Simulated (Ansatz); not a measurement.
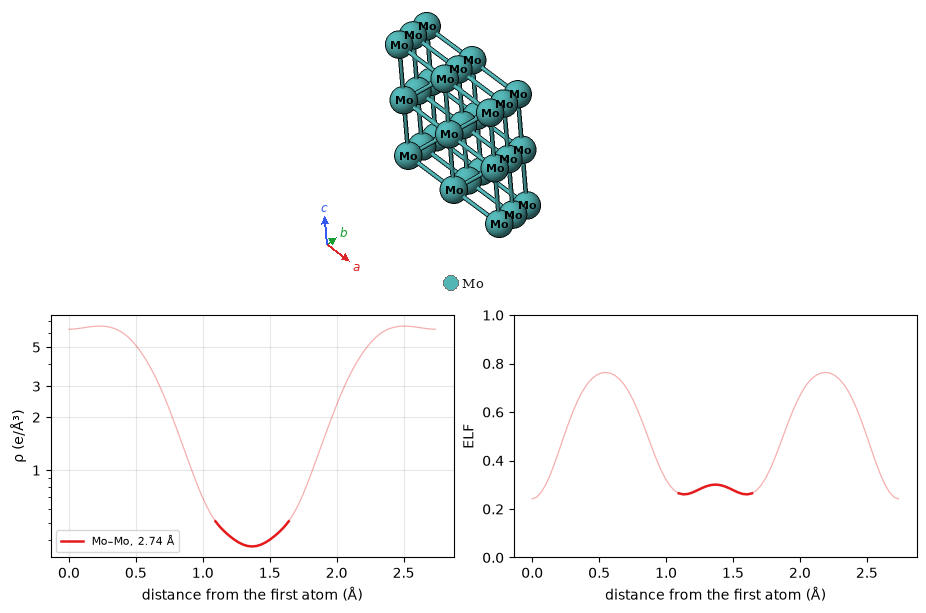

Figure 1: Mo. Valence pseudo-density and electron localisation function along straight lines between neighbouring atoms. Thin, pale parts lie inside the atomic spheres. The structure is drawn too.

Space group Im-3m; computed without spin polarisation.

These are results of DFT PBE, scalar-relativistic, plane waves, PAW (Ansatz 0.2.0), not measurements.

Core electrons are frozen (PAW), and the valence fields are smoothed inside the atomic spheres.

The calculation's input:

```
crystal:
  lattice:
    - [-3.1604388703, -3.1604388703, 3.1604388703]
    - [-3.1604388703, 3.1604388703, -3.1604388703]
    - [3.1604388703, -3.1604388703, -3.1604388703]
  atoms:
    - { symbol: Mo, position: [0.5, 0.5, 0.5] }
    - { symbol: Mo, position: [0.0, 0.5, 0.5] }
    - { symbol: Mo, position: [0.5, 0.0, 0.5] }
    - { symbol: Mo, position: [0.0, 0.0, 0.5] }
    - { symbol: Mo, position: [0.5, 0.5, 0.0] }
    - { symbol: Mo, position: [0.0, 0.5, 0.0] }
    - { symbol: Mo, position: [0.5, 0.0, 0.0] }
    - { symbol: Mo, position: [0.0, 0.0, 0.0] }
basis:
  ecutwfc: 420
kpoints:
  mp_grid: { grid: [14, 14, 14] }
hamiltonian:
  xc: pbe
scf:
  occupations: { method: gaussian, width: 0.15 }
output:
  forces: true
  stress: true
  eigenvalues: true
  write_density: true
  write_potential: true
  elf: true
  volumetric_format: npy
```

Run with:

```sh
ansatz run input.yaml --threads 2 --pin off --max-ram 5120MiB --backend cpu --events-out ev --progress --plain --runs-dir out
```

**What can be read from the curves?**

Mo–Mo (2.74 Å): the density is about 0.37 e/Å³ at the midpoint; the ELF is about 0.30 at the midpoint.
